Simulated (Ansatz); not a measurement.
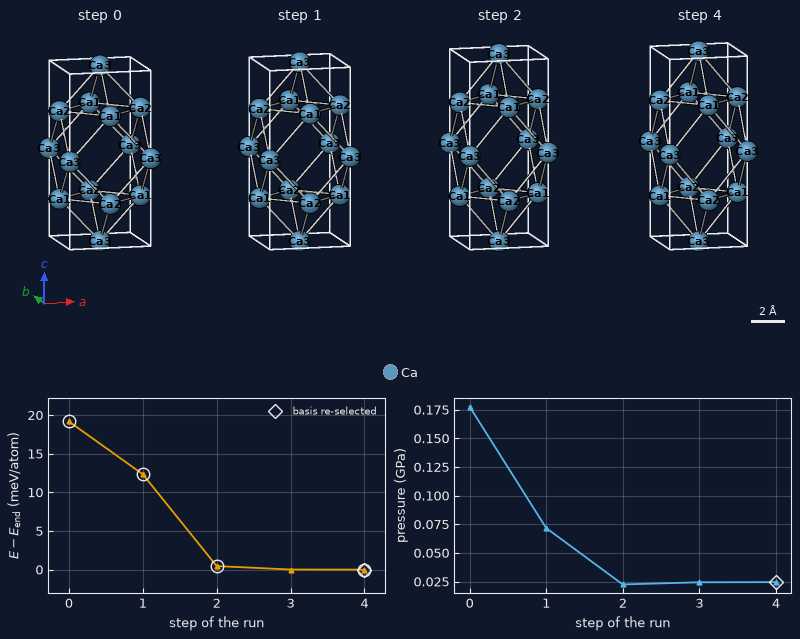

Frames of a relaxation of a crystal of Ca (set up in I4/mmm) (coarse preliminary run), marked on the history of the run. A ball-and-stick model of the conventional cell (2 times the calculation's cell), seen slightly off an axis. Lengths and directions refer to the drawn axes.

Case: 2 of 2 Li taken out, relaxed.

Computed with DFT PBE, scalar-relativistic, plane waves, PAW (Ansatz 0.2.0).

Input file:
```yaml
crystal:
  lattice:
    - [-2.6049293166, 2.6049293166, 5.5573340935]
    - [2.6049293166, -2.6049293166, 5.5573340935]
    - [2.6049293166, 2.6049293166, -5.5573340935]
  atoms:
    - { symbol: Ca, position: [0.75, 0.25, 0.5] }
    - { symbol: Ca, position: [0.25, 0.75, 0.5] }
    - { symbol: Ca, position: [0.5, 0.5, 0.0] }
basis:
  ecutwfc: 420
kpoints:
  mp_grid: { grid: [6, 6, 6] }
hamiltonian:
  xc: pbe
scf:
  occupations: { method: gaussian, width: 0.1 }
output:
  forces: true
  stress: true
  eigenvalues: true
relax:
  adjacent_minimum: "off"
  f_tol: 0.0325
  max_steps: 70
  cell: { stress_tol: 0.24 }
```

Run as
```bash
ansatz run input.yaml --threads 2 --pin off --max-ram 5120MiB --backend cpu --events-out ev --progress --plain --runs-dir out
```

**What happens along the run?**

The atoms keep their places relative to the cell (all moves are under 0.005 Å). The drawn cell changes as follows: a = b 5.210 → 4.994 Å (−4.1 %), c 11.115 → 12.038 Å (+8.3 %); the volume changes by −0.5 %. Among the contacts that change: Ca1–Ca2 3.684 → 3.531 Å, Ca1–Ca3 3.809 → 3.910 Å. The space group stays I4/mmm (No. 139). The energy falls by 19.2 meV per atom in 3 accepted moves (4 points after the start). All forces vanish by symmetry, so only the cell relaxes. Pressure: 0.18 GPa at the start and 0.02 GPa at the end. At 1 point the geometry stayed and the basis and grid were re-selected for the new cell (energy shift of less than 0.05 meV per atom at most each time). Cost: 8.7 s on 2 threads of AMD EPYC 7B13 (Zen 3), with other jobs on the host, peak memory 0.51 GiB. From step 0 to 1: volume +0.5 %, energy −6.8 meV per atom. From step 1 to 2: volume −0.7 %, energy −11.9 meV per atom. From step 2 to 4: volume −0.3 %, energy −0.5 meV per atom.
